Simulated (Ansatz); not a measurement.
# MoS$_{2}$: geometry relaxation (part 2 of 2)

Continued. System: MoS$_{2}$ (R3m, 3 atoms in the cell). Method: DFT with r2SCAN, PAW plane waves, no spin polarisation (Ansatz 0.2.0); cutoff 500 eV, 8×8×8 k-mesh, Methfessel–Paxton smearing of 0.0294 eV. The structure derives from an entry of the Crystallography Open Database.

Geometry of the input (Å; fractional positions):
```
1.5637  0.9028  6.0470
-1.5637  0.9028  6.0470
0.0000  -1.8056  6.0470
Mo 0.0000  0.0000  0.0000
S  0.2500  0.2500  0.2500
S  0.4170  0.4170  0.4170
```

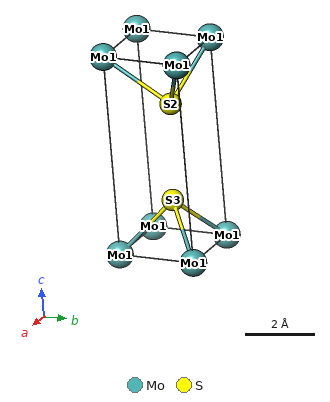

**Figure 1.** The geometry at step 2 of the log (ball-and-stick view of the reduced cell, seen slightly off an axis; atoms are numbered from 1 in the order of the input).

Log, continued:
```
SCF iter   1: F=—  HF=-6782.147484 eV  |F-HF|=—  |Δ(HF+E_count)|=         —  Δρ=2.21e-3  dr2=1.19e-2  dr2_τ=1.03e-2  ethr=3.76e-5  ⟨swp⟩=1.4  Hψ=7055  notcnv=0
preconditioner: auto → none  [insulator: Δε(μ)=1.252 eV  Ē_g=8.494 eV  σ=0.029 eV  W_gap=1.00  n_scr=16 (ndim 8)  ℏωp=21.0 eV  f_vac=0.030  D(μ)=-0.00/eV (n_scr^D=0)  ε∞_Penn≈7.1]
SCF iter   2: F=—  HF=-6782.163894 eV  |F-HF|=—  |Δ(HF+E_count)|=   1.64e-2  S|Δr|=    0.00e0  Δρ=4.92e-3  dr2=4.56e-2  dr2_τ=2.04e-3  ethr=3.76e-5  ⟨swp⟩=3.9  Hψ=2820  notcnv=0  recentre
SCF iter   3: F=—  HF=-6782.157342 eV  |F-HF|=—  |Δ(HF+E_count)|=   6.55e-3  S|Δr|=    0.00e0  Δρ=9.29e-4  dr2=9.16e-4  dr2_τ=4.73e-5  ethr=3.76e-5  ⟨swp⟩=2.7  Hψ=1892  notcnv=0
SCF iter   4: F=—  HF=-6782.157331 eV  |F-HF|=—  |Δ(HF+E_count)|=   1.04e-5  S|Δr|=    0.00e0  Δρ=4.27e-4  dr2=5.43e-5  dr2_τ=6.96e-6  ethr=3.52e-6  ⟨swp⟩=1.7  Hψ=1504  notcnv=0
SCF iter   5: F=—  HF=-6782.157318 eV  |F-HF|=—  |Δ(HF+E_count)|=   1.28e-5  S|Δr|=    0.00e0  Δρ=1.05e-4  dr2=4.85e-6  dr2_τ=7.62e-7  ethr=2.09e-7  ⟨swp⟩=2.2  Hψ=1713  notcnv=0
SCF iter   6: F=—  HF=-6782.157321 eV  |F-HF|=—  |Δ(HF+E_count)|=   2.62e-6  S|Δr|=    0.00e0  Δρ=2.46e-5  dr2=3.59e-7  dr2_τ=1.55e-8  ethr=1.86e-8  ⟨swp⟩=2.3  Hψ=1715  notcnv=0
SCF iter   7: F=—  HF=-6782.157321 eV  |F-HF|=—  |Δ(HF+E_count)|=   1.60e-7  S|Δr|=    0.00e0  Δρ=1.53e-5  dr2=4.98e-7  dr2_τ=1.32e-8  ethr=1.15e-9  ⟨swp⟩=10.9  Hψ=8656  notcnv=0
SCF iter   8: F=-6782.157321 eV  HF=-6782.157321 eV  |F-HF|=1.36e-10  |Δ(HF+E_count)|=   8.62e-8  S|Δr|=    0.00e0  Δρ=2.52e-6  dr2=3.09e-9  dr2_τ=2.40e-10  ethr=1.15e-9  ⟨swp⟩=7.3  Hψ=7503  notcnv=0
SCF 3 converged in 8 iterations: F = -6782.157321 eV  dr2 = 3.09e-9
relax step   3: F+E_penalty+E_count = -6782.15732111 eV  Δ(F+E_penalty+E_count) = -1.400e-2 eV  max|allowed force component| = 1.239e-1 eV/Å  Δτ_max = 0.0103 Å  P = -0.382 GPa  Ω = 56.216 Å³  energy of the carried Pulay correction = -1.186e-3 eV  (8 SCF iters, dr2 threshold 3.00e-7 eV, accepted)
Crystal: 3 atoms, lattice volume = 56.558 Å³
Basis set: ecut = 500 eV, 1427 PW (Γ), exchange–correlation on 192×192×192 points (64 copies of the dense FFT grid, shifted against one another)
iter 1 solved again at ethr=2.59e-6 eV; its pass at ethr=3.10e-3 eV (dr2=6.73e-4 eV) is discarded
SCF iter   1: F=—  HF=-6782.156143 eV  |F-HF|=—  |Δ(HF+E_count)|=         —  Δρ=1.14e-3  dr2=6.16e-4  dr2_τ=2.15e-3  ethr=2.59e-6  ⟨swp⟩=2.6  Hψ=6967  notcnv=0
preconditioner: auto → none  [insulator: Δε(μ)=1.292 eV  Ē_g=8.512 eV  σ=0.029 eV  W_gap=1.00  n_scr=16 (ndim 8)  ℏωp=20.9 eV  f_vac=0.038  D(μ)=-0.00/eV (n_scr^D=0)  ε∞_Penn≈7.1]
SCF iter   2: F=—  HF=-6782.158568 eV  |F-HF|=—  |Δ(HF+E_count)|=   2.43e-3  S|Δr|=    0.00e0  Δρ=6.11e-4  dr2=1.90e-4  dr2_τ=2.81e-5  ethr=2.37e-6  ⟨swp⟩=2.0  Hψ=2210  notcnv=0
SCF iter   3: F=—  HF=-6782.158585 eV  |F-HF|=—  |Δ(HF+E_count)|=   1.76e-5  S|Δr|=    0.00e0  Δρ=5.76e-4  dr2=4.69e-4  dr2_τ=2.69e-5  ethr=7.32e-7  ⟨swp⟩=2.8  Hψ=2099  notcnv=0  recentre
SCF iter   4: F=—  HF=-6782.158530 eV  |F-HF|=—  |Δ(HF+E_count)|=   5.47e-5  S|Δr|=    0.00e0  Δρ=2.07e-4  dr2=2.31e-5  dr2_τ=1.74e-6  ethr=7.32e-7  ⟨swp⟩=2.0  Hψ=1516  notcnv=0
SCF iter   5: F=—  HF=-6782.158533 eV  |F-HF|=—  |Δ(HF+E_count)|=   2.36e-6  S|Δr|=    0.00e0  Δρ=3.66e-5  dr2=3.94e-7  dr2_τ=3.75e-8  ethr=8.89e-8  ⟨swp⟩=2.3  Hψ=1526  notcnv=0
SCF iter   6: F=-6782.158533 eV  HF=-6782.158533 eV  |F-HF|=1.07e-7  |Δ(HF+E_count)|=   2.19e-7  S|Δr|=    0.00e0  Δρ=9.92e-6  dr2=1.32e-7  dr2_τ=1.45e-8  ethr=1.15e-9  ⟨swp⟩=10.8  Hψ=8600  notcnv=0
SCF 4 converged in 6 iterations: F = -6782.158533 eV  dr2 = 1.32e-7
relax step   4: F+E_penalty+E_count = -6782.15853297 eV  Δ(F+E_penalty+E_count) = -1.212e-3 eV  max|allowed force component| = 6.537e-3 eV/Å  Δτ_max = 0.0139 Å  P = +0.073 GPa  Ω = 56.558 Å³  energy of the carried Pulay correction = -1.263e-3 eV  (6 SCF iters, dr2 threshold 3.00e-7 eV, accepted)
Crystal: 3 atoms, lattice volume = 56.920 Å³
iter 1 solved again at ethr=1.25e-6 eV; its pass at ethr=3.10e-3 eV (dr2=3.26e-4 eV) is discarded
SCF iter   1: F=—  HF=-6782.156741 eV  |F-HF|=—  |Δ(HF+E_count)|=         —  Δρ=7.81e-4  dr2=2.93e-4  dr2_τ=1.56e-3  ethr=1.25e-6  ⟨swp⟩=3.5  Hψ=7482  notcnv=0
preconditioner: auto → none  [insulator: Δε(μ)=1.313 eV  Ē_g=8.509 eV  σ=0.029 eV  W_gap=1.00  n_scr=16 (ndim 8)  ℏωp=20.9 eV  f_vac=0.045  D(μ)=-0.00/eV (n_scr^D=0)  ε∞_Penn≈7.0]
SCF iter   2: F=—  HF=-6782.158751 eV  |F-HF|=—  |Δ(HF+E_count)|=   2.01e-3  S|Δr|=    0.00e0  Δρ=4.16e-4  dr2=4.70e-5  dr2_τ=7.62e-6  ethr=1.13e-6  ⟨swp⟩=2.0  Hψ=2149  notcnv=0
SCF iter   3: F=—  HF=-6782.158720 eV  |F-HF|=—  |Δ(HF+E_count)|=   3.17e-5  S|Δr|=    0.00e0  Δρ=2.30e-4  dr2=4.22e-5  dr2_τ=2.88e-6  ethr=1.81e-7  ⟨swp⟩=2.9  Hψ=1927  notcnv=0
SCF iter   4: F=—  HF=-6782.158735 eV  |F-HF|=—  |Δ(HF+E_count)|=   1.58e-5  S|Δr|=    0.00e0  Δρ=2.36e-4  dr2=1.07e-4  dr2_τ=4.42e-6  ethr=1.62e-7  ⟨swp⟩=2.0  Hψ=1555  notcnv=0  recentre
SCF iter   5: F=—  HF=-6782.158720 eV  |F-HF|=—  |Δ(HF+E_count)|=   1.54e-5  S|Δr|=    0.00e0  Δρ=6.01e-5  dr2=2.68e-6  dr2_τ=7.76e-8  ethr=1.62e-7  ⟨swp⟩=2.0  Hψ=1520  notcnv=0
SCF iter   6: F=—  HF=-6782.158720 eV  |F-HF|=—  |Δ(HF+E_count)|=   1.91e-7  S|Δr|=    0.00e0  Δρ=1.80e-5  dr2=1.46e-7  dr2_τ=1.28e-8  ethr=1.03e-8  ⟨swp⟩=2.4  Hψ=1514  notcnv=0
SCF iter   7: F=-6782.158720 eV  HF=-6782.158720 eV  |F-HF|=8.86e-10  |Δ(HF+E_count)|=   1.97e-8  S|Δr|=    0.00e0  Δρ=6.63e-6  dr2=1.53e-8  dr2_τ=2.22e-9  ethr=1.94e-10  ⟨swp⟩=9.5  Hψ=7439  notcnv=0
SCF 5 converged in 7 iterations: F = -6782.158720 eV  dr2 = 1.53e-8
relax step   5: F+E_penalty+E_count = -6782.15872033 eV  Δ(F+E_penalty+E_count) = -1.874e-4 eV  max|allowed force component| = 8.066e-3 eV/Å  Δτ_max = 0.0088 Å  P = -0.023 GPa  Ω = 56.920 Å³  energy of the carried Pulay correction = -1.345e-3 eV  (7 SCF iters, dr2 threshold 5.04e-8 eV, accepted)
Crystal: 3 atoms, lattice volume = 57.071 Å³
iter 1 solved again at ethr=3.16e-7 eV; its pass at ethr=3.10e-3 eV (dr2=8.21e-5 eV) is discarded
SCF iter   1: F=—  HF=-6782.158394 eV  |F-HF|=—  |Δ(HF+E_count)|=         —  Δρ=3.88e-4  dr2=7.36e-5  dr2_τ=3.28e-4  ethr=3.16e-7  ⟨swp⟩=3.6  Hψ=7734  notcnv=0
preconditioner: auto → none  [insulator: Δε(μ)=1.327 eV  Ē_g=8.513 eV  σ=0.029 eV  W_gap=1.00  n_scr=16 (ndim 8)  ℏωp=20.9 eV  f_vac=0.047  D(μ)=-0.00/eV (n_scr^D=0)  ε∞_Penn≈7.0]
SCF iter   2: F=—  HF=-6782.158772 eV  |F-HF|=—  |Δ(HF+E_count)|=   3.77e-4  S|Δr|=    0.00e0  Δρ=2.30e-4  dr2=3.03e-5  dr2_τ=4.15e-6  ethr=2.83e-7  ⟨swp⟩=2.0  Hψ=1950  notcnv=0
SCF iter   3: F=—  HF=-6782.158780 eV  |F-HF|=—  |Δ(HF+E_count)|=   8.22e-6  S|Δr|=    0.00e0  Δρ=2.05e-4  dr2=5.71e-5  dr2_τ=2.98e-6  ethr=1.17e-7  ⟨swp⟩=2.2  Hψ=1668  notcnv=0
SCF iter   4: F=—  HF=-6782.158774 eV  |F-HF|=—  |Δ(HF+E_count)|=   6.39e-6  S|Δr|=    0.00e0  Δρ=7.57e-5  dr2=2.85e-6  dr2_τ=2.53e-7  ethr=1.17e-7  ⟨swp⟩=2.0  Hψ=1469  notcnv=0
SCF iter   5: F=—  HF=-6782.158723 eV  |F-HF|=—  |Δ(HF+E_count)|=   5.11e-5  S|Δr|=    0.00e0  Δρ=1.59e-5  dr2=6.89e-8  dr2_τ=7.22e-9  ethr=1.10e-8  ⟨swp⟩=2.5  Hψ=1642  notcnv=0
SCF iter   6: F=—  HF=-6782.158723 eV  |F-HF|=—  |Δ(HF+E_count)|=   6.97e-8  S|Δr|=    0.00e0  Δρ=5.72e-6  dr2=6.33e-8  dr2_τ=2.34e-9  ethr=2.65e-10  ⟨swp⟩=2.2  Hψ=1842  notcnv=0
SCF iter   7: F=—  HF=-6782.158723 eV  |F-HF|=—  |Δ(HF+E_count)|=   1.08e-8  S|Δr|=    0.00e0  Δρ=1.77e-6  dr2=1.04e-9  dr2_τ=3.25e-10  ethr=2.43e-10  ⟨swp⟩=2.2  Hψ=1473  notcnv=0
SCF iter   8: F=—  HF=-6782.158723 eV  |F-HF|=—  |Δ(HF+E_count)|=  1.46e-10  S|Δr|=    0.00e0  Δρ=6.14e-7  dr2=8.01e-11  dr2_τ=1.50e-11  ethr=4.00e-12  ⟨swp⟩=2.1  Hψ=1629  notcnv=0
SCF iter   9: F=-6782.158723 eV  HF=-6782.158723 eV  |F-HF|=2.73e-12  |Δ(HF+E_count)|=  8.37e-11  S|Δr|=    0.00e0  Δρ=1.40e-7  dr2=5.89e-12  dr2_τ=1.21e-12  ethr=1.00e-12  ⟨swp⟩=6.8  Hψ=5327  notcnv=0
SCF 6 converged in 9 iterations: F = -6782.158723 eV  dr2 = 5.89e-12
relax step   6: F+E_penalty+E_count = -6782.15872269 eV  Δ(F+E_penalty+E_count) = -2.353e-6 eV  max|allowed force component| = 5.284e-4 eV/Å  Δτ_max = 0.0043 Å  P = +0.006 GPa  Ω = 57.071 Å³  energy of the carried Pulay correction = -1.378e-3 eV  (9 SCF iters, accepted)
Basis set: ecut = 500 eV, 1427 PW (Γ), exchange–correlation on 200×200×200 points (64 copies of the dense FFT grid, shifted against one another)
Initial wavefunctions: pseudopotential atomic-orbital guess (no wavefunctions were taken with the density)
iter 1 solved again at ethr=3.28e-7 eV; its pass at ethr=3.10e-3 eV (dr2=8.53e-5 eV) is discarded
SCF iter   1: F=—  HF=-6782.159970 eV  |F-HF|=—  |Δ(HF+E_count)|=         —  Δρ=3.10e-4  dr2=3.58e-6  dr2_τ=2.78e-5  ethr=3.28e-7  ⟨swp⟩=3.5  Hψ=9597  notcnv=0
preconditioner: auto → none  [insulator: Δε(μ)=1.330 eV  Ē_g=8.515 eV  σ=0.029 eV  W_gap=1.00  n_scr=16 (ndim 8)  ℏωp=20.9 eV  f_vac=0.047  D(μ)=-0.00/eV (n_scr^D=0)  ε∞_Penn≈7.0]
SCF iter   2: F=—  HF=-6782.160140 eV  |F-HF|=—  |Δ(HF+E_count)|=   1.70e-4  S|Δr|=    0.00e0  Δρ=1.54e-4  dr2=8.24e-7  dr2_τ=4.37e-6  ethr=1.38e-8  ⟨swp⟩=2.1  Hψ=1821  notcnv=0
SCF iter   3: F=—  HF=-6782.160166 eV  |F-HF|=—  |Δ(HF+E_count)|=   2.64e-5  S|Δr|=    0.00e0  Δρ=9.76e-6  dr2=2.48e-8  dr2_τ=1.33e-8  ethr=3.17e-9  ⟨swp⟩=2.0  Hψ=1870  notcnv=0
SCF iter   4: F=—  HF=-6782.160167 eV  |F-HF|=—  |Δ(HF+E_count)|=   7.57e-8  S|Δr|=    0.00e0  Δρ=4.30e-6  dr2=1.89e-8  dr2_τ=2.11e-9  ethr=9.52e-11  ⟨swp⟩=2.0  Hψ=1938  notcnv=0
SCF iter   5: F=—  HF=-6782.160167 eV  |F-HF|=—  |Δ(HF+E_count)|=  1.56e-10  S|Δr|=    0.00e0  Δρ=2.25e-6  dr2=6.45e-9  dr2_τ=3.98e-10  ethr=7.26e-11  ⟨swp⟩=2.0  Hψ=1451  notcnv=0
SCF iter   6: F=—  HF=-6782.160167 eV  |F-HF|=—  |Δ(HF+E_count)|=  3.30e-10  S|Δr|=    0.00e0  Δρ=1.06e-6  dr2=9.50e-10  dr2_τ=9.80e-11  ethr=2.48e-11  ⟨swp⟩=2.1  Hψ=1351  notcnv=0
SCF iter   7: F=—  HF=-6782.160167 eV  |F-HF|=—  |Δ(HF+E_count)|=  7.73e-11  S|Δr|=    0.00e0  Δρ=5.82e-7  dr2=1.47e-10  dr2_τ=2.82e-11  ethr=3.66e-12  ⟨swp⟩=2.2  Hψ=1474  notcnv=0
SCF iter   8: F=-6782.160167 eV  HF=-6782.160167 eV  |F-HF|=7.28e-12  |Δ(HF+E_count)|=  9.46e-11  S|Δr|=    0.00e0  Δρ=1.49e-7  dr2=6.14e-12  dr2_τ=1.97e-12  ethr=1.00e-12  ⟨swp⟩=7.0  Hψ=5451  notcnv=0
SCF 7 converged in 8 iterations: F = -6782.160167 eV  dr2 = 6.14e-12
  greatest PAW one-centre occupation: 0.996 electrons in one spin orbital (limit 2), on the Mo atom at site 0 (counted from 0), in its partial waves of l = 0
relax step   7: F+E_penalty+E_count = -6782.16016656 eV  Δ(F+E_penalty+E_count) = -1.444e-3 eV  max|allowed force component| = 5.040e-4 eV/Å  Δτ_max = 0.0000 Å  P = +0.009 GPa  Ω = 57.071 Å³  stress off target by 1.23e-2 GPa  SCF on the basis re-selected at this cell (its energy is not comparable with the rows above)  (8 SCF iters)
basis re-selected at this cell: Δ(F+E_penalty+E_count) = -1.444e-3 eV, ΔP = +0.003 GPa vs the last step (what re-selecting the basis moved, of the pressure what is left beyond the Pulay correction that the steps carried, after the strain that the cell walked since its last selection, with what the two solves' SCF thresholds leave and, on support functions, any second-order correction that the steps lacked; it is no measure of the basis error at this ecutwfc). The dense FFT grid was sized anew with the basis: this SCF ran on 50×50×50 points, the steps before it on 48×48×48, so part of this shift can come from that change (see relax.cell in the input reference). This SCF's stress stands 1.23e-2 GPa from its target on what of the cell is left free (relax.cell.stress_tol is 5.00e-2 GPa) and its largest allowed force component is 5.04e-4 eV/Å (relax.f_tol is 1.00e-2 eV/Å): within both
SCF converged after 8 iterations
Stability not checked: this state was not tested for a lower state beside it, because cold or Methfessel-Paxton smearing, or corrected tetrahedra, fill the levels in a way that the test cannot read (fill_not_monotonic; see scf.lower_state_search)
Free energy (F): -6782.160167 eV
Harris-Foulkes:  -6782.160167 eV  (|F-HF|=7.28e-12)
Internal energy: -6782.160167 eV  (E = F + TS)
E sigma→0 (E₀):  -6782.160167 eV
Fermi energy:    10.334008 eV
Step filling:    the computed levels leave a gap of 1.3302 eV = 45.2 smearing widths at the electron count; against every level under it full and every level over it empty, smearing changes F+E_penalty+E_count by +4.31e-224 meV and its σ→0 estimate by -1.10e-221 meV
--- Per-component energies (eV) ---
  E_band       = -201.339749
  E_kinetic    = 654.191332
  E_local      = -2212.674529  (includes V_loc(G=0)·N_el)
  E_nonlocal   = 198.408206
  E_hartree    = 866.383248
  E_xc         = -362.386578
  E_vxc        = -445.706897  (∫ρ·V_xc dr)
  E_paw        = -4435.804115  (= ΣΔE_a)
  E_vpaw       = -154.106948  (= ΣTr[D̂ρ^β])
  E_aug_tail   = 0.000009  (compensation charges beyond the density's cutoff)
  E_vtau       = 25.782482  (kinetic-family band-sum trace: ∫τ·v_τ [+ j·A + Jᵃ·Aᵃ] dr)
  E_ewald      = -1489.837002
  E_core_change = -0.440737  (= ΣΔE_core)
  E_smearing   = 0.000000  (= −TS)
  E_closure    = 0.000000  (closes the sum)
  Σ components = -6782.160167   (vs F -6782.160167, Δ=0.00e0)
--- Forces (eV/Å), atoms counted from 1 ---
  atom   1  Mo    -0.00000000     0.00000000    -0.00050402
  atom   2  S      0.00000000    -0.00000000     0.00000196
  atom   3  S     -0.00000000    -0.00000000     0.00050199
  max |Σ_I F_I| component: 6.78e-8 eV/Å
--- Stress (GPa, compression-positive) ---
        0.006677       0.000000      -0.000000
        0.000000       0.006677      -0.000000
       -0.000000      -0.000000       0.012294
  P = ⅓ Tr σ = 0.0085 GPa (0.085 kbar)
--- Band table (eV; the first three rows and the last of 65) ---
  k-point 0: bands = ["-53.7416", "-27.1368", "-26.9291", "-26.9291", "-5.7665", "-4.1830", "2.8985", "6.2826", "6.2826", "7.4244", "7.4244", "8.1252", "8.7672", "12.0010", "12.0010", "12.3190", "12.3190"]
  k-point 1: bands = ["-53.7356", "-27.1249", "-26.9884", "-26.9425", "-5.5279", "-4.1020", "3.1682", "5.8067", "6.5267", "6.6065", "7.0725", "8.3975", "8.7610", "11.6867", "11.9298", "12.0721", "12.3823"]
  k-point 2: bands = ["-53.7212", "-27.1293", "-27.0959", "-26.9748", "-4.8984", "-3.8896", "3.6329", "5.0285", "5.4947", "6.4061", "7.1403", "8.0058", "8.3178", "11.2038", "11.6436", "12.4882", "13.0335"]
  k-point 64: bands = ["-53.7416", "-27.1369", "-26.9291", "-26.9291", "-5.6359", "-4.4081", "3.5568", "6.2753", "6.2753", "6.4959", "7.4384", "7.4384", "9.6695", "12.0485", "12.0485", "12.2520", "12.2520"]
--- Relaxed structure (6 steps of the walk, 6 accepted, 1 SCFs on fresh bases) ---
  F+E_penalty+E_count = -6782.16016656 eV   max|allowed force component| = 5.040e-4 eV/Å   (the final SCF, on the basis selected at the relaxed cell)
  cell:  # Å, volume = 57.0713 Å³
    - [1.5925581184024715, 0.9194620858915793, 6.4958589754416876]
    - [-1.5925581184024715, 0.9194620858915793, 6.4958589754416876]
    - [-2.0737619216728768e-17, -1.8389294891876913, 6.495858222783496]
  atoms:
    - { symbol: Mo, position: [0.00010644973810174614, 0.0001064497381017462, 0.00010644973810174597] }
    - { symbol: S, position: [0.2537938407275451, 0.2537938407275451, 0.2537938407275451] }
    - { symbol: S, position: [0.41309970953435327, 0.41309970953435327, 0.41309970953435327] }
--- Löwdin populations: 3 sites ---
  site symbol       q [e]
     0     Mo     13.6324
     1      S      6.0821
     2      S      6.0838
  spilling = 0.007756 (of n_electrons = 26.000000)
--- Bader charges: 3 sites ---
  site symbol  charge [e]  shift [e]
     0     Mo      1.3194     0.0017
     1      S     -0.6592     0.0008
     2      S     -0.6602     0.0008
  estimated error of the sums over rays = 7.8e-4 e
```

Trajectory as extended XYZ (Å, eV, eV/Å), 7 frames, from step=1 to step=7:
```
3
Lattice="1.5637 0.9028 6.0470 -1.5637 0.9028 6.0470 0.0000 -1.8056 6.0470" Properties=species:S:1:pos:R:3:forces:R:3 step=1 energy=-6782.03719 pressure_GPa=11.10
Mo    0.0000    0.0000    0.0000    0.0000   0.0000   0.0943
S     0.0000    0.0000    4.5353    0.0000   0.0000  -1.1453
S     0.0000    0.0000    7.5648    0.0000   0.0000   1.0510
3
Lattice="1.6114 0.9304 6.3395 -1.6114 0.9304 6.3395 0.0000 -1.8607 6.3395" Properties=species:S:1:pos:R:3:forces:R:3 step=2 energy=-6782.14332 pressure_GPa=-1.23
Mo    0.0000    0.0000    0.0019    0.0000   0.0000   0.0020
S     0.0000    0.0000    4.8094    0.0000   0.0000  -0.1471
S     0.0000    0.0000    7.8740    0.0000   0.0000   0.1450
3
Lattice="1.5924 0.9194 6.4000 -1.5924 0.9194 6.4000 0.0000 -1.8387 6.4000" Properties=species:S:1:pos:R:3:forces:R:3 step=3 energy=-6782.15732 pressure_GPa=-0.38
Mo    0.0000    0.0000    0.0020    0.0000   0.0000  -0.0019
S     0.0000    0.0000    4.8444    0.0000   0.0000   0.1239
S     0.0000    0.0000    7.9600    0.0000   0.0000  -0.1220
3
Lattice="1.5926 0.9195 6.4371 -1.5926 0.9195 6.4371 0.0000 -1.8390 6.4371" Properties=species:S:1:pos:R:3:forces:R:3 step=4 energy=-6782.15853 pressure_GPa=0.07
Mo    0.0000    0.0000    0.0020    0.0000   0.0000   0.0023
S     0.0000    0.0000    4.8873    0.0000   0.0000   0.0043
S     0.0000    0.0000    7.9914    0.0000   0.0000  -0.0065
3
Lattice="1.5927 0.9196 6.4772 -1.5927 0.9196 6.4772 0.0000 -1.8391 6.4772" Properties=species:S:1:pos:R:3:forces:R:3 step=5 energy=-6782.15872 pressure_GPa=-0.02
Mo    0.0000    0.0000    0.0021    0.0000   0.0000  -0.0011
S     0.0000    0.0000    4.9270    0.0000   0.0000   0.0081
S     0.0000    0.0000    8.0319    0.0000   0.0000  -0.0070
3
Lattice="1.5926 0.9195 6.4959 -1.5926 0.9195 6.4959 0.0000 -1.8389 6.4959" Properties=species:S:1:pos:R:3:forces:R:3 step=6 energy=-6782.15872 pressure_GPa=0.01
Mo    0.0000    0.0000    0.0021    0.0000   0.0000  -0.0005
S     0.0000    0.0000    4.9458    0.0000   0.0000   0.0000
S     0.0000    0.0000    8.0503    0.0000   0.0000   0.0005
3
Lattice="1.5926 0.9195 6.4959 -1.5926 0.9195 6.4959 0.0000 -1.8389 6.4959" Properties=species:S:1:pos:R:3:forces:R:3 step=7 energy=-6782.16017 pressure_GPa=0.01
Mo    0.0000    0.0000    0.0021    0.0000   0.0000  -0.0005
S     0.0000    0.0000    4.9458    0.0000   0.0000   0.0000
S     0.0000    0.0000    8.0503    0.0000   0.0000   0.0005
```

Key numbers:

- outcome: converged
- space group (tolerance 0.01 Å): R3m (160)
- electrons treated: 26
- free energy: −6782.1602 eV
- Fermi energy: 10.334 eV
- gap on the k-point mesh: 1.33 eV
- pressure: 0.01 GPa
- final volume: 57.07 Å³
- largest force (length of the vector) at the end: 0.001 eV/Å
- final cell: a = 6.751 Å, b = 6.751 Å, c = 6.751 Å, α = 27.29°, β = 27.29°, γ = 27.29°
- hardware: 2 threads of Arm Neoverse V1, 24 GiB of memory available, shared host
- wall time: 80 s (CPU time 2.7 min)
- peak memory: 1 GiB

Warnings of the run: the structure was made exactly symmetric.
